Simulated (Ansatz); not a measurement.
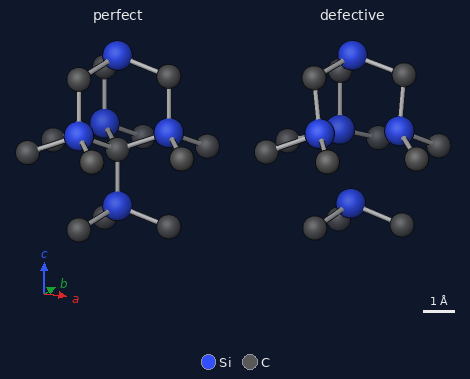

Left: perfect SiC. Right: the same region with one point defect, after relaxing the atoms in a supercell of 96 sites. Style: ball-and-stick. Shown: the atoms within 3.3 Å of one point, slightly off an axis.

Method: Ansatz 0.2.0, DFT, PBEsol, PAW, plane waves. Set-up: plane-wave cutoff 420 eV; k-point mesh 1 × 1 × 1; mesh shifted by (0.25, 0.25, 0.25); no spin polarisation. Fermi-Dirac smearing of 0.01 eV. The axes drawn are those of the host's conventional cell.

Q: What kind of defect was made?

A: A carbon atom is taken out (a vacancy).

The charge state of the cell is 0.

Q: How does the lattice respond?

A: Around the empty C site the host had 4 Si at 1.88 to 1.89 Å; after relaxation the nearest atoms are 4 Si at 1.79 to 1.85 Å. Of the host's atoms, a silicon atom moves furthest from its site, by 0.22 Å.
